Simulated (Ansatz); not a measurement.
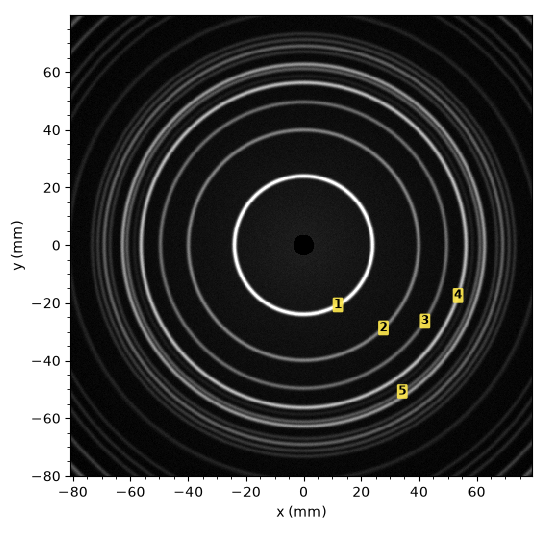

Simulated X-ray powder rings on a flat area detector normal to the beam: λ = 0.7107 Å, sample-to-detector distance 120 mm, axes in mm from the beam centre, for a mixture of two phases. Kinematic intensities with B = 0.8 Å² for all atoms, without absorption; brightness goes as intensity to the power 0.6, clipped at the top, with counting noise. Reflections closer than the ring width show as one ring.

Phase I: B (Cmcm), a = 1.616 Å, b = 7.227 Å, c = 2.819 Å, α = 90.00°, β = 90.00°, γ = 90.00°; coordinates from a relaxation with DFT, LDA (PW92), plane waves (420 eV) with PAW, scalar-relativistic (Ansatz 0.2.0); the starting structure was generated, so it need not be a known form of this composition.
Phase II: B (Pm-3n), a = 3.650 Å, b = 3.650 Å, c = 3.650 Å, α = 90.00°, β = 90.00°, γ = 90.00°; the input geometry of an electronic-structure calculation (not necessarily at equilibrium); the starting structure was generated, so it need not be a known form of this composition.
Volume fractions 0.5 and 0.5.

Which rings come from which phase?

Answer.
| ring | radius | d (Å) | phase | hkl |
| --- | --- | --- | --- | --- |
| 1 | 24.0 mm | 3.61 | I | 020 |
| 2 | 39.9 mm | 2.22 | I | 021 |
| 3 | 49.6 mm | 1.825 | II | 200 |
| 4 | 56.3 mm | 1.632 | II | 210 |
| 5 | 61.2 mm | 1.521 | I | 041 |
